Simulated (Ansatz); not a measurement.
Consider this structure.

```
Al
1.0
    19.28065    0.00000    0.00000
     0.00000    2.83628    0.00000
    -2.50339    0.00000   11.50090
Al
32
Direct
  0.00118 0.50000 0.95696
  0.00682 0.00000 0.75044
  0.01247 0.50000 0.54391
  0.01811 0.00000 0.33738
  0.39640 0.00000 0.21691
  0.37947 0.50000 0.83649
  0.38511 0.00000 0.62996
  0.39076 0.50000 0.42344
  0.27093 0.50000 0.23412
  0.25400 0.00000 0.85370
  0.25964 0.50000 0.64717
  0.26529 0.00000 0.44065
  0.12853 0.50000 0.87091
  0.13417 0.00000 0.66438
  0.13982 0.50000 0.45786
  0.14546 0.00000 0.25133
  0.50118 0.00000 0.95696
  0.50682 0.50000 0.75044
  0.51247 0.00000 0.54391
  0.51811 0.50000 0.33738
  0.89640 0.50000 0.21691
  0.87947 0.00000 0.83649
  0.88511 0.50000 0.62996
  0.89076 0.00000 0.42344
  0.77093 0.00000 0.23412
  0.75400 0.50000 0.85370
  0.75964 0.00000 0.64717
  0.76529 0.50000 0.44065
  0.62853 0.00000 0.87091
  0.63417 0.50000 0.66438
  0.63982 0.00000 0.45786
  0.64546 0.50000 0.25133
```

Describe what this structure looks like.

Answer. The element is aluminium. The lattice is base-centred monoclinic and the space group Cm (No. 8). The cell holds 32 atoms. The bonds build Al layers parallel to (001).

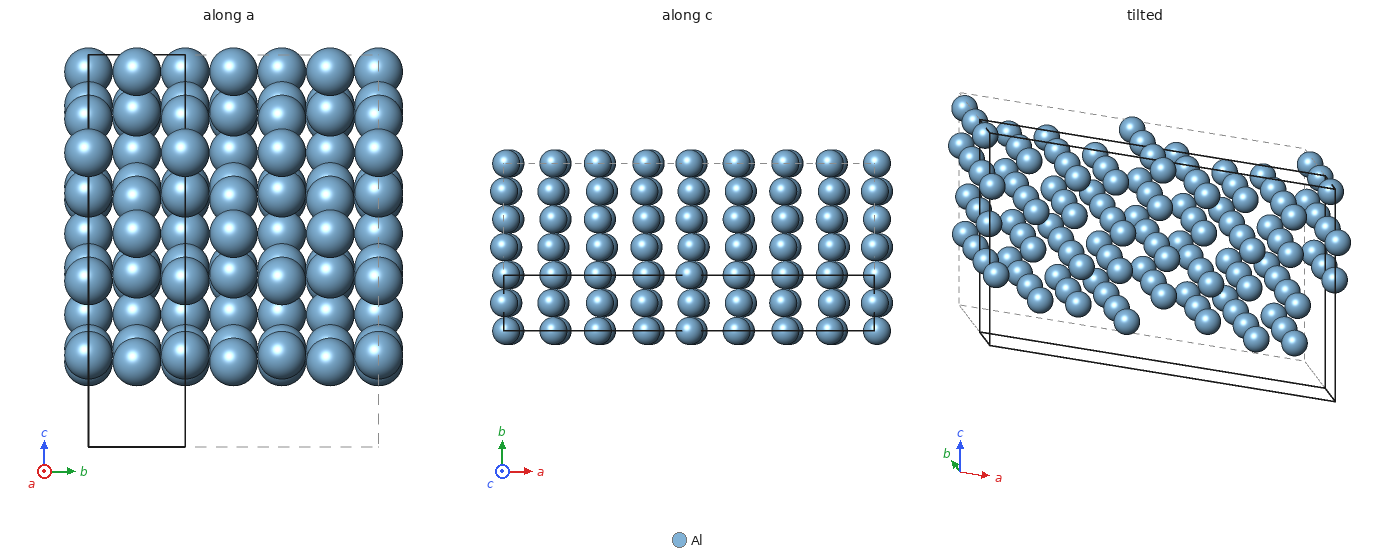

Crystal structure, spheres-only style, seen along the a axis, along the c axis and slightly off an axis. Shown are 1×3×1 repeats of the conventional unit cell, one of them outlined in solid lines.

Provenance: a structure listed in the Materials Project. The cell was then strained or its atoms displaced on purpose. Ansatz was used for an electronic-structure calculation on it.
